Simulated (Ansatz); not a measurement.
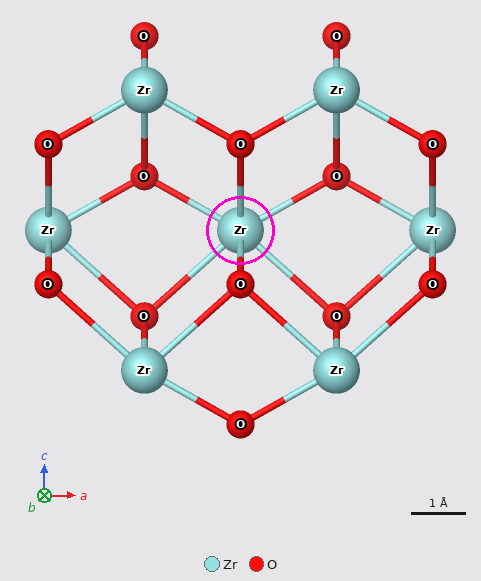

Perfect ZrO₂. The picture is a ball-and-stick view of the atoms within 4.6 Å of one point, in a slice 5.0 Å thick across the line of sight, seen along the b axis.

These are results of DFT PBE, scalar-relativistic, plane waves, PAW in Ansatz 0.2.0, not measurements. (plane-wave cutoff 420 eV; k-point mesh 2 × 2 × 2; occupations gaussian; smearing width 0.01 eV; collinear spin) The cell is small and the k-mesh coarse, so the numbers are rough. The axes drawn are those of the host's conventional cell.

A zirconium atom is taken out (a vacancy) at the ringed place, in charge state 0. The supercell has 24 sites, and the atoms are relaxed at the host's cell.

> Predict the relaxed surroundings of the defect.

Around the empty Zr site the host had 8 O at 2.08 to 2.43 Å; after relaxation the nearest atoms are 8 O at 2.18 to 2.58 Å. Of the host's atoms, an oxygen atom moves furthest from its site, by 0.20 Å. The cell's net moment is 4.00 μB.

The relaxed defect, seen from the same direction:

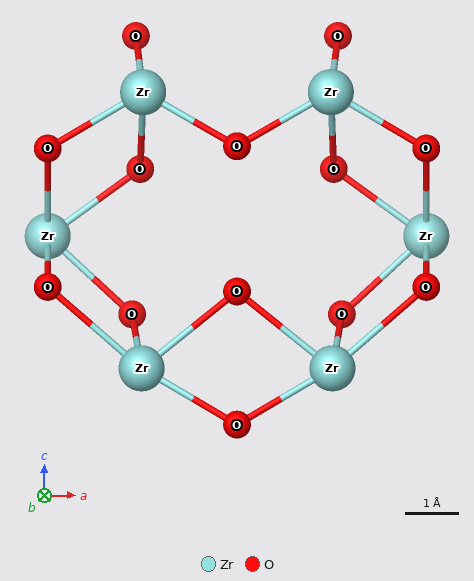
